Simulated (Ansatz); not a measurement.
Start from this file.

```xyz
6
Lattice="0.0000 -4.0876 0.0000 2.0438 2.0438 -2.8984 4.0873 0.0000 2.8981" Properties=species:S:1:pos:R:3 pbc="T T T"
Al    4.0874   -2.0438    1.4490
Al    2.0438    0.0000   -1.4492
Al    2.0437    0.0000    1.4491
Ni    0.0000    0.0000    0.0000
Ni    2.0437   -2.0438   -0.0001
Ni    4.0874    0.0000   -0.0002
```

> What does this file describe?

The formula is AlNi. Within 0.01 Å the space group is Pm-3m (No. 221), primitive cubic: caesium chloride (CsCl, B2) type. Content of the cell: 3 Al, 3 Ni (Z = 3). Al bonds to eight Ni in a cubic arrangement at 2.51 Å. Ni bonds to eight Al in a cubic arrangement at 2.51 Å. The bonds build a three-dimensional framework.

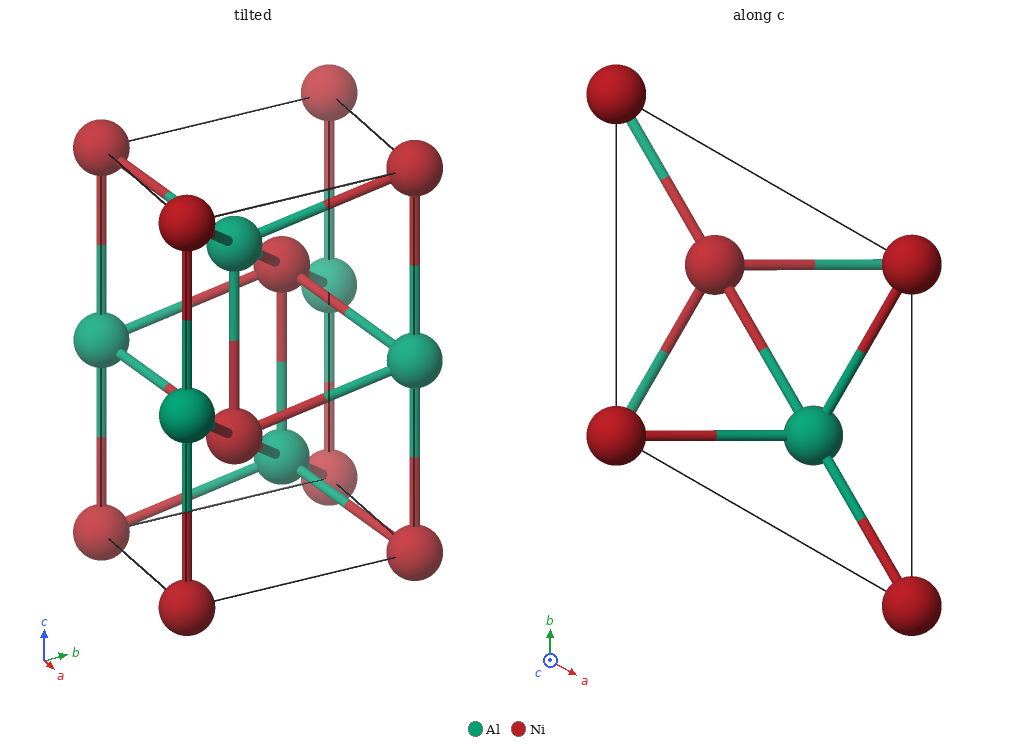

We look at a ball-and-stick model of the crystal slightly off an axis and along the c axis. The unit cell is drawn as a box.

Its origin is a structure listed in the Materials Project, with elements exchanged, so it need not be a known form of the compound. Relaxation method: Ansatz 0.2.0, DFT PBE, scalar-relativistic, plane waves, PAW.
